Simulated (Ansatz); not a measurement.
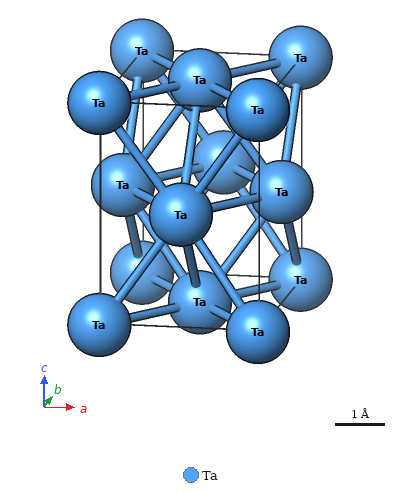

The structure as given in the input (ball-and-stick view of the cell 2 times as large as that of the calculation, set on its symmetry axes, seen slightly off an axis). An atom can appear more than once, as a periodic image.

**Ta: single-point calculation**

The run: single-point calculation of Ta (Cmcm, 2 atoms in the cell). Method and program: DFT PBE, scalar-relativistic, plane waves, PAW, no spin polarisation (Ansatz 0.2.0).

The structure derives from an entry of the Crystallography Open Database. It belongs to a series of runs on one base structure; here: mode 4 (88.7 1/cm) frozen in, largest displacement +0.125 A. Figures and captions count atoms from 1; the log counts them from 0 in places.

Output
```
Engine: ansatz 0.2.0, x86_64-unknown-linux-gnu
Pseudopotentials: kind: paw
Pseudopotential: Ta, paw, valence charge 13, recommended cutoff 420 eV (normal), Ta.paw.azcp
Functional definition: PBE
  parameter kappa = 0.804
  parameter beta = 0.06672455060314922
  exchange = pbe_x(kappa = kappa, mu = beta*pi^2/3)
  correlation = pbe_c(beta = beta)
Crystal: 2 atoms, lattice volume = 36.554 Å³
Basis set: ecut = 420 eV, 729 PW (Γ), exchange–correlation on 40×40×64 points (8 copies of the dense FFT grid, shifted against one another)
Bands: 17, of which v1, the nominal top of the filled ones, is band 13 counted from 1 (12 counted from 0)
Symmetry: 8 space group operations
Space group: Cmcm (ITA 63), of the structure as read, at distance tolerance 3.3e-5 Å
k-points: 1064 of 6776
Non-local potential: Ta, projectors of the file, l = 0: 3, l = 1: 2, l = 2: 2, l = 3: 1
PAW form: soft (Blöchl's): semilocal exchange-correlation on the pseudo side does not see the compensation charge
PAW one-centre angular grid: Ta, 590 points (default); XC on 64 Gauss nodes
Initial density: superposition of atomic densities (neutral atoms: chi_scale 0, normalization atom), corrected by the library's trained network
Initial wavefunctions: pseudopotential atomic-orbital guess
Functional: x = pbe(κ = 0.804, μ = 0.2195149727645171), c = pbe(β = 0.06672455060314922)
SCF iter   1: F=—  HF=-19864.436707 eV  |F-HF|=—  |Δ(HF+E_count)|=         —  Δρ=2.53e-3  dr2=1.12e-3  ethr=1.77e-3  ⟨swp⟩=5.0  Hψ=78437  notcnv=0
preconditioner: auto → none  [metal: Δε(μ)=0.001 eV  Ē_g=4.868 eV  σ=0.150 eV  W_gap=0.00  n_scr=6 (ndim 8)  ℏωp=19.4 eV  f_vac=0.000  D(μ)=2.77/eV (n_scr^D=30)  sad-step TF]
SCF iter   2: F=—  HF=-19864.437028 eV  |F-HF|=—  |Δ(HF+E_count)|=   3.21e-4  Δρ=1.44e-3  dr2=4.83e-4  ethr=4.31e-6  ⟨swp⟩=2.1  Hψ=36452  notcnv=0
SCF iter   3: F=—  HF=-19864.437073 eV  |F-HF|=—  |Δ(HF+E_count)|=   4.53e-5  Δρ=4.71e-4  dr2=5.04e-5  ethr=1.86e-6  ⟨swp⟩=3.0  Hψ=32888  notcnv=0
SCF iter   4: F=—  HF=-19864.437068 eV  |F-HF|=—  |Δ(HF+E_count)|=   4.47e-6  Δρ=1.67e-4  dr2=4.27e-6  ethr=1.94e-7  ⟨swp⟩=2.5  Hψ=30342  notcnv=0
iter 5 did not close the SCF: its close was put off for the readings that it lacked (scf_convergence_deferred on its scf_iter line)
SCF iter   5: F=-19864.437067 eV  HF=-19864.437067 eV  |F-HF|=1.10e-8  |Δ(HF+E_count)|=   1.62e-6  Δρ=2.53e-5  dr2=6.42e-8  ethr=1.64e-8  ⟨swp⟩=2.0  Hψ=31760  notcnv=0
SCF iter   6: F=-19864.437067 eV  HF=-19864.437067 eV  |F-HF|=2.67e-9  |Δ(HF+E_count)|=   2.55e-8  Δρ=4.46e-6  dr2=4.02e-9  ethr=2.47e-10  ⟨swp⟩=6.0  Hψ=109282  notcnv=0
SCF 1 converged in 6 iterations: F = -19864.437067 eV  dr2 = 4.02e-9
  greatest PAW one-centre occupation: 0.999 electrons in one spin orbital (limit 2), on the Ta atom at site 1 (counted from 0), in its partial waves of l = 0
```

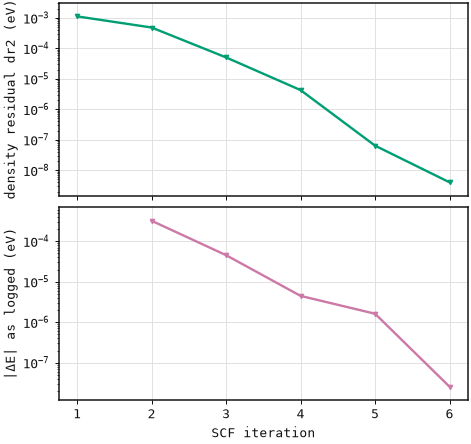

Convergence of the self-consistent field: density residual dr2 and size of the energy change against the SCF iteration. The residual falls at every step.

```
SCF converged after 6 iterations
Free energy (F): -19864.437067 eV
Harris-Foulkes:  -19864.437067 eV  (|F-HF|=2.67e-9)
Internal energy: -19864.405908 eV  (E = F + TS)
E sigma→0 (E₀):  -19864.421488 eV
Entropy (-TS):   -0.031159 eV (-15.579 meV/atom)
Fermi energy:    18.432848 eV
--- Per-component energies (eV) ---
  E_band       = -214.787455
  E_kinetic    = 731.395332
  E_local      = -1112.702508  (includes V_loc(G=0)·N_el)
  E_nonlocal   = 29.496562
  E_hartree    = 385.360191
  E_xc         = -436.729109
  E_vxc        = -407.842515  (∫ρ·V_xc dr)
  E_paw        = -16793.195546  (= ΣΔE_a)
  E_vpaw       = -225.856118  (= ΣTr[D̂ρ^β])
  E_aug_tail   = 0.000271  (compensation charges beyond the density's cutoff)
  E_ewald      = -2668.031101
  E_smearing   = -0.031159  (= −TS)
  E_closure    = 0.000000  (closes the sum)
  Σ components = -19864.437067   (vs F -19864.437067, Δ=0.00e0)
--- Forces (eV/Å), atoms counted from 1 ---
  atom   1  Ta    -0.43228750     0.43228750     0.00000000
  atom   2  Ta     0.43228750    -0.43228750     0.00000000
  max |Σ_I F_I| component: 5.55e-17 eV/Å
--- Stress (GPa, compression-positive) ---
        0.903348       0.026648       0.000000
        0.026648       0.903348       0.000000
        0.000000       0.000000       1.047371
  P = ⅓ Tr σ = 0.9514 GPa (9.514 kbar)
--- Band table (eV; the first three rows and the last of 1064) ---
  k-point 0: bands = ["-48.7739", "-48.6655", "-15.8612", "-15.0951", "-14.7665", "-14.7549", "-14.7396", "-14.7325", "10.4905", "14.0253", "16.8778", "18.9728", "19.2062", "19.2098", "19.8618", "22.0412", "22.0740"]
  k-point 1: bands = ["-48.7725", "-48.6669", "-15.8482", "-15.0910", "-14.7661", "-14.7593", "-14.7548", "-14.7329", "10.5468", "14.0221", "16.8945", "18.9345", "19.1891", "19.2686", "19.7172", "21.9019", "22.1077"]
  k-point 2: bands = ["-48.7685", "-48.6709", "-15.8096", "-15.0788", "-14.7996", "-14.7723", "-14.7647", "-14.7341", "10.7131", "14.0044", "16.9452", "18.8241", "19.1334", "19.3545", "19.4430", "21.7707", "21.9098"]
  k-point 1063: bands = ["-48.6248", "-48.6248", "-15.7260", "-15.7260", "-15.3214", "-15.3214", "-15.1215", "-15.1215", "15.2593", "15.2593", "16.6028", "16.6028", "19.4501", "19.4501", "20.1835", "20.1835", "25.5127"]
```

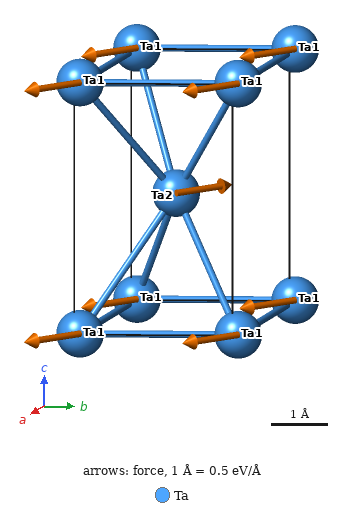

Forces on the atoms as orange arrows (ball-and-stick view of the cell of the calculation, seen slightly off an axis; atoms are numbered from 1 in the order of the input). The largest act on Ta1, Ta2 (0.61 eV/Å). The geometry is not a stationary point of this energy.

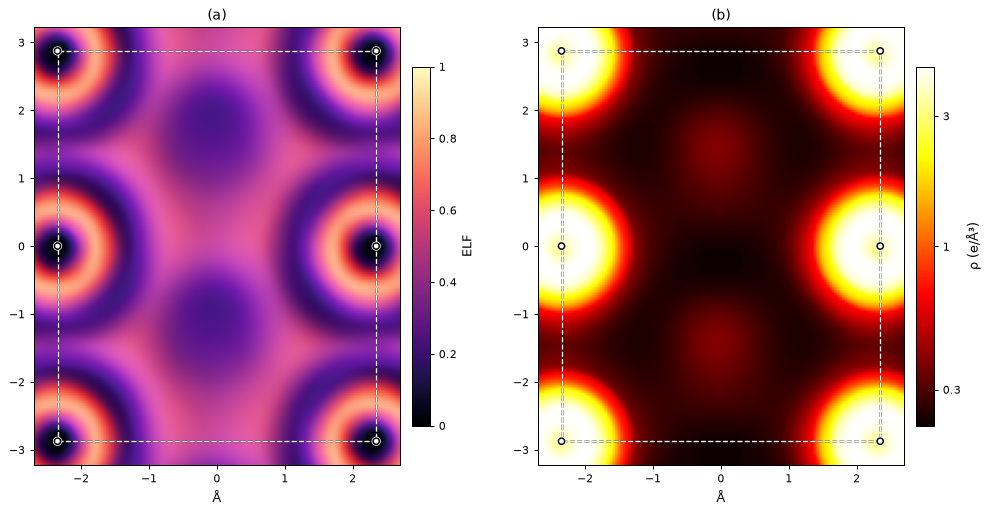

(a) ELF; (b) valence charge density (pseudo) on the (110) plane of the conventional cell. Circles mark the nuclei in the plane (Ta). Ta–Ta (2.87 Å): ρ is about 0.3 e/Å³ halfway; the ELF is about 0.30 at the midpoint (no shared electron pair). Away from the nuclei the density in this plane falls to 0.22 e/Å³ at its lowest. The ELF has a maximum of about 0.55 in the space between the atoms. The strong features right at Ta lie inside the PAW spheres (semicore, d or f shells) and say nothing about bonding. Core electrons are frozen (PAW), so the fields are smoothed inside the atomic spheres.

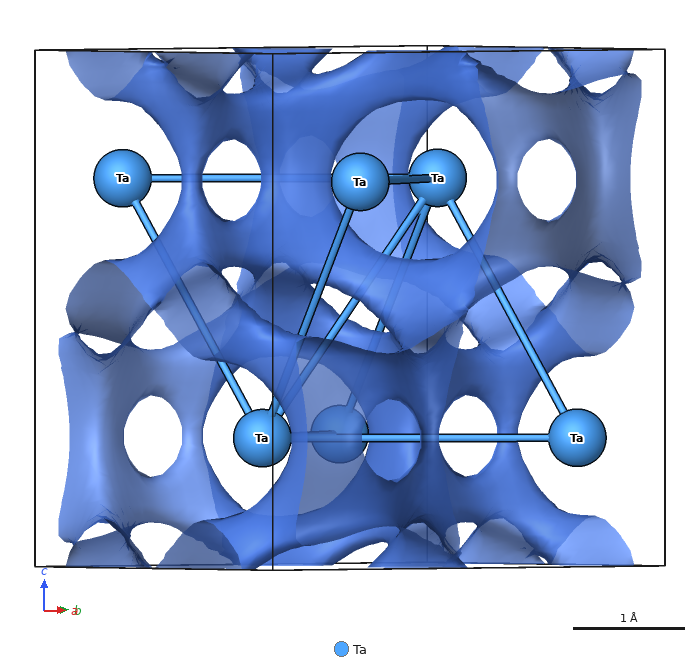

Isosurface of the ELF at 0.45 (blue), seen at an oblique angle. Only the valence region is drawn (cores and ρ < 0.01 e/Å³ removed). Sticks mark near contacts. The outline is the cell set on symmetry axes. Values along the shortest contacts: Ta–Ta (2.87 Å): the ELF is about 0.30 at the midpoint (no shared electron pair).

This output came from the following input.

The input
```yaml
crystal:
  lattice:
    - [-1.6593948201, 1.6593948201, 1.6593948201]
    - [1.6593948201, -1.6593948201, 1.6593948201]
    - [3.3187896402, 3.3187896402, 0.0]
  atoms:
    - { symbol: Ta, position: [-0.0266327057, 0.0266327057, 0.0] }
    - { symbol: Ta, position: [0.5266327057, 0.4733672943, 0.5] }
basis:
  ecutwfc: 420
kpoints:
  mp_grid: { grid: [22, 22, 14] }
hamiltonian:
  xc: pbe
scf:
  occupations: { method: gaussian, width: 0.15 }
output:
  forces: true
  stress: true
  eigenvalues: true
  write_density: true
  write_potential: true
  elf: true
  volumetric_format: npy
```

Launched with:
```bash
ansatz run input.yaml --threads 2 --pin off --max-ram 5120MiB --backend cpu --events-out ev --progress --plain --runs-dir out
```

Summary

- outcome: converged
- space group (tolerance 0.01 Å): Cmcm (63)
- electrons treated: 26
- free energy: −19864.4371 eV
- Fermi energy: 18.433 eV
- gap on the k-point mesh: none (metallic)
- pressure: 0.95 GPa
- largest force (length of the vector): 0.611 eV/Å
- hardware: 2 threads of Intel Xeon @ 2.50GHz (Skylake/Cascade Lake), 189 GiB of memory available, shared host
- wall time: 48 s (CPU time 91 s)
- peak memory: 0.78 GiB

Remarks

Spin–orbit coupling is left out, which matters for Ta.
